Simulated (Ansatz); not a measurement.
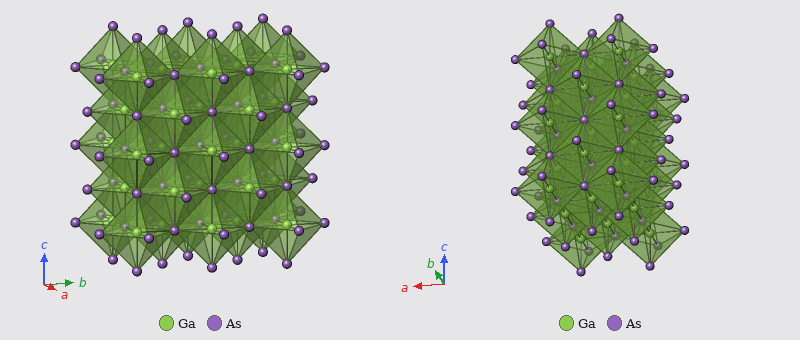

Polyhedra are drawn about Ga (bonds: As–Ga below 3 Å); other atoms are plain spheres. Two views of the same piece.

GaAs (space group Fm-3m, No. 225): the input geometry of an electronic-structure calculation (not necessarily at equilibrium); the starting structure was generated, so it need not be a known form of this composition.

**What figure surrounds each Ga atom, and what does it share with the other drawn polyhedra?**

Ga: GaAs6 octahedron, sharing corners with six neighbours and edges with twelve neighbours.

**How do these polyhedra hang together as a whole?**

They form a three-dimensional framework of corner- and edge-sharing octahedra.

**How far apart are the centres of linked polyhedra?**

Centre to centre across a shared corner: 5.33 Å; across a shared edge: 3.77 Å.
